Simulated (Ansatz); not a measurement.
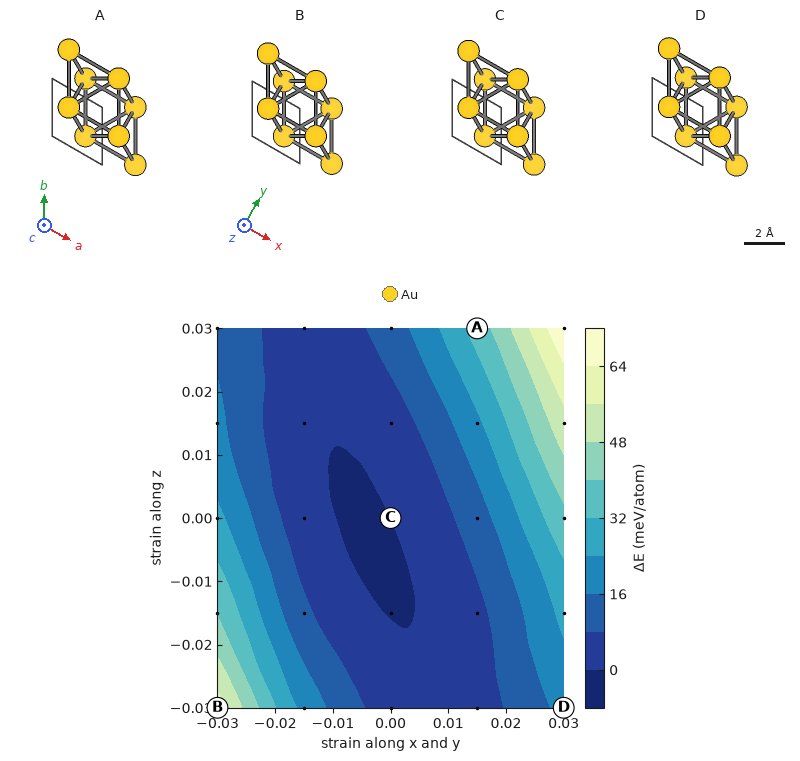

Energy scan for crystalline Au (P6_3/mmc), in which the cell is strained equally along x and y and separately along z, with the atoms kept at their fractional coordinates. x, y and z are the Cartesian axes of the input. The map is interpolated between the computed points (dots). The lettered frames are marked on it. Style: ball-and-stick. Shown: the cell of the calculation, repeated 2 × 2 × 2 with one cell outlined, along the c axis.

The calculation used DFT r2SCAN, scalar-relativistic, plane waves, PAW in Ansatz 0.2.0. Set-up: plane-wave cutoff 500 eV; k-point mesh 18 × 18 × 10; occupations gaussian; smearing width 0.15 eV; no spin polarisation. Energies (free energies at the smearing named) are counted from the cell as listed in its source, which wasn't relaxed.

Describe the energy landscape.

In pairs of (strain along x and y; strain along z): the lowest computed point lies at (0.000, −0.015) (−0.2 meV/atom), the highest at (0.030, 0.030) (70.7 meV/atom). The valley is tilted: raising the in-plane strain is made harder by raising the strain along z (cross term 0.75 of the geometric mean of the two curvatures). Over the ranges scanned the energy rises more along the first axis, the in-plane strain. The pressure runs from −11.2 GPa at (0.030, 0.030) to 15.4 GPa at (−0.030, −0.030). The frames lie at A (0.015, 0.030): 35.4 meV/atom, B (−0.030, −0.030): 59.5 meV/atom, C (0.000, 0.000): 0.0 meV/atom, D (0.030, −0.030): 18.2 meV/atom.
